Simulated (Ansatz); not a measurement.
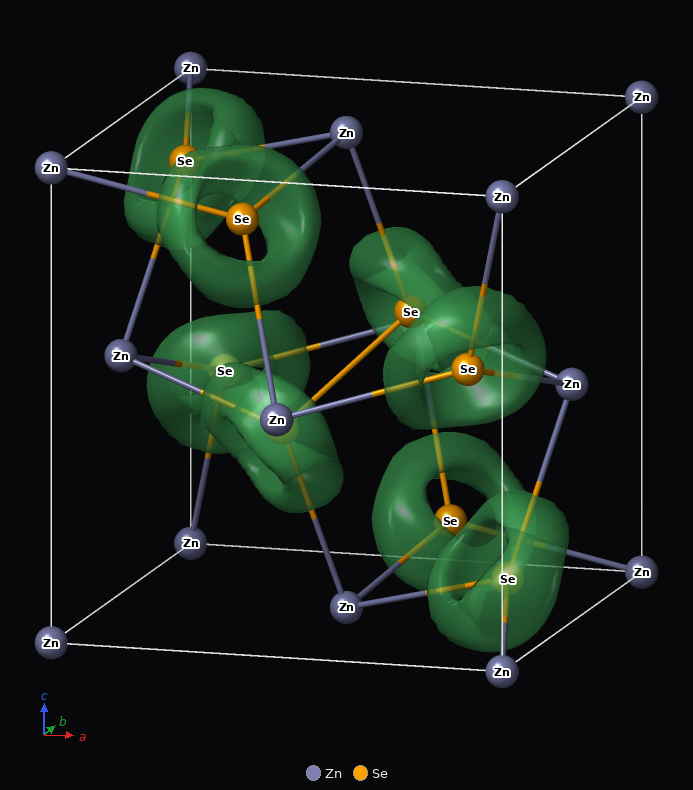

ZnSe2. Isosurface of the ELF at 0.8 (green), seen slightly off an axis. Only the valence region is drawn (cores and ρ < 0.01 e/Å³ removed). Sticks mark near contacts.

Space group Pbca; a structure from a database of computed crystals, not necessarily the ambient phase; changed on purpose from its base cell (biaxial strain in the a-b plane, c and atoms relaxed: +1.5 %).

The calculation used DFT r2SCAN, scalar-relativistic, plane waves, PAW in Ansatz 0.2.0.

In a PAW calculation such maps are meaningful between the atoms, not at the nuclei.

```
Zn Se
1.0
     0.00000    0.00000    6.19719
     6.40158    0.00000    0.00000
     0.00000    6.40158    0.00000
Zn Se
4 8
Direct
  0.00000 0.50000 0.50000
  0.50000 0.50000 0.00000
  0.50000 0.00000 0.50000
  0.00000 0.00000 0.00000
  0.39063 0.10761 0.89298
  0.10937 0.89239 0.39298
  0.89063 0.39239 0.10702
  0.60937 0.60761 0.60702
  0.60937 0.89239 0.10702
  0.89063 0.10761 0.60702
  0.10937 0.60761 0.89298
  0.39063 0.39239 0.39298
```

Q: Describe the localisation domains.

A: The ELF exceeds this value in eight regions wrapped around Se (the valence shell of each), counted in one cell of 12 atoms. Regions shared between cells count once. Along the contacts the grid gives the following. Se–Se (2.37 Å): the ELF peaks at about 0.75 between the atoms. Zn–Se (2.61 Å): the ELF is about 0.60 at the midpoint.

Q: Metal or insulator at this level of theory?

A: It is gapped, with a Kohn–Sham gap of 1.1 eV on the k-point mesh, an upper bound to the gap of this method.
